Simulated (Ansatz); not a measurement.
Si4O7 (distorted or defective cell)

Input

```
crystal:
  lattice:
    - [0.0, 4.1548619959, -2.6614337333]
    - [0.0, -4.1548619959, -2.6614337333]
    - [-4.1548619959, 0.0, 2.6614337333]
  atoms:
    - { symbol: Si, position: [0.25, 0.75, 0.5] }
    - { symbol: Si, position: [0.75, 0.25, 0.5] }
    - { symbol: Si, position: [0.0, 0.0, 1.0] }
    - { symbol: Si, position: [0.5, 0.5, 1.0] }
    - { symbol: O, position: [1.0, 0.3055647994, 0.3055647994] }
    - { symbol: O, position: [0.5555647994, 0.75, 0.8055647994] }
    - { symbol: O, position: [0.0555647994, 0.25, 0.8055647994] }
    - { symbol: O, position: [0.0, 0.6944352006, 0.6944352006] }
    - { symbol: O, position: [0.4787265262, 0.1944352006, 0.6731617268] }
    - { symbol: O, position: [0.9444352006, 0.75, 0.1944352006] }
    - { symbol: O, position: [0.4444352006, 0.25, 0.1944352006] }
basis:
  ecutwfc: 420
kpoints:
  mp_grid: { grid: [6, 6, 6] }
hamiltonian:
  xc: lda
  pseudopotentials: { kind: paw, azcp: { folder: soft_1 } }
scf:
  occupations: { method: gaussian, width: 0.05 }
output:
  forces: true
  stress: true
  eigenvalues: true
  write_density: true
  write_potential: true
  elf: true
  volumetric_format: npy
```

Command:

```sh
ansatz run input.yaml --threads 4 --pin off --max-ram 8192MiB --backend cpu --events-out ev --progress --plain --runs-dir out
```

A point of a scan over the structure, not its minimum; changed on purpose from its base cell (O vacancy; atom 9 moved 0.000 of the way to it and -0.125 A across, host rigid); not relaxed (largest force 1.5 eV/Å); computed pressure about −2 GPa in this cell; PAW files of the earlier set (soft_1).

These are results of Ansatz, DFT LDA, scalar-relativistic, plane waves, PAW, not measurements.

The density is the valence pseudo-density of a PAW calculation; it isn't the true density close to the nuclei.

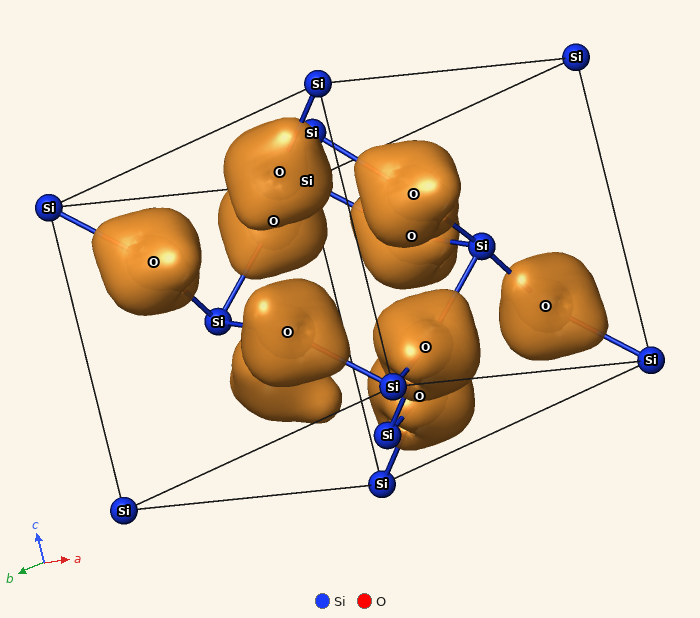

Figure 1. Isosurface of the ELF at 0.75 (orange), seen at an oblique angle. Core shells and regions of very low density are left out. Sticks mark near contacts.

> Identify the bonds, lone pairs and shells in this picture.

The ELF exceeds this value in seven regions on O in which the atom's valence shell and bonds are merged and one pocket between the atoms, centred on no nucleus (multi-centre or interstitial), counted in one cell of 11 atoms. Regions shared between cells count once. Along the contacts the grid gives the following. Si–O (1.75 Å): the ELF peaks at about 0.85 between the atoms. Si–O (1.80 Å): the ELF peaks at about 0.85 between the atoms.

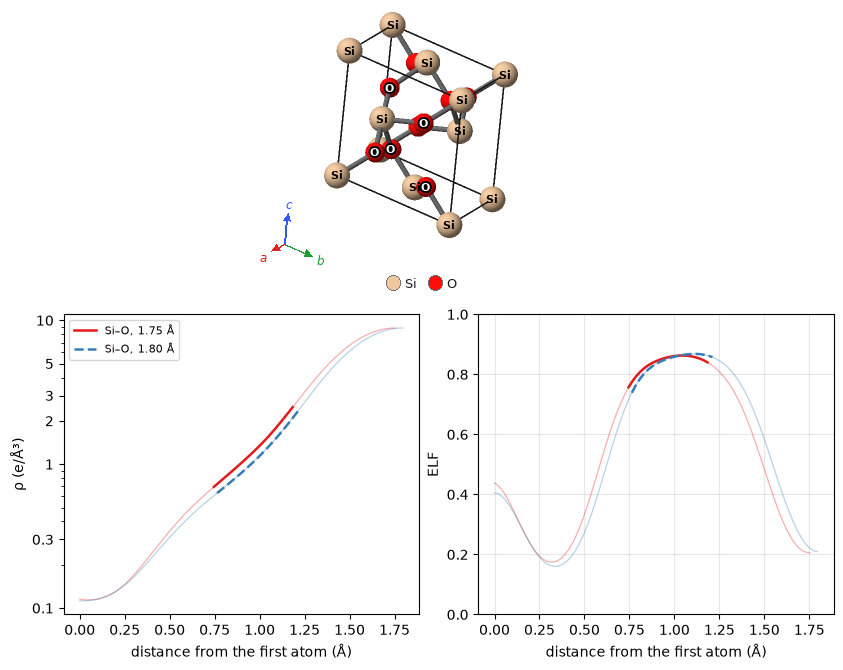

Figure 2. Valence pseudo-density and electron localisation function along straight lines between neighbouring atoms. Thin, pale parts lie inside the atomic spheres. The structure is drawn too.

> What can be read from the curves?

Si–O (1.75 Å): ρ at the midpoint is about 0.97 e/Å³; the ELF peaks at about 0.85 between the atoms.
Si–O (1.80 Å): the density is about 0.87 e/Å³ at the midpoint; the ELF peaks at about 0.85 between the atoms.

> Does the calculation make it a metal, or give it a gap?

It is gapped, with a Kohn–Sham gap of 1.9 eV on the k-point mesh (the band edges may lie off the mesh, which would make the gap smaller).
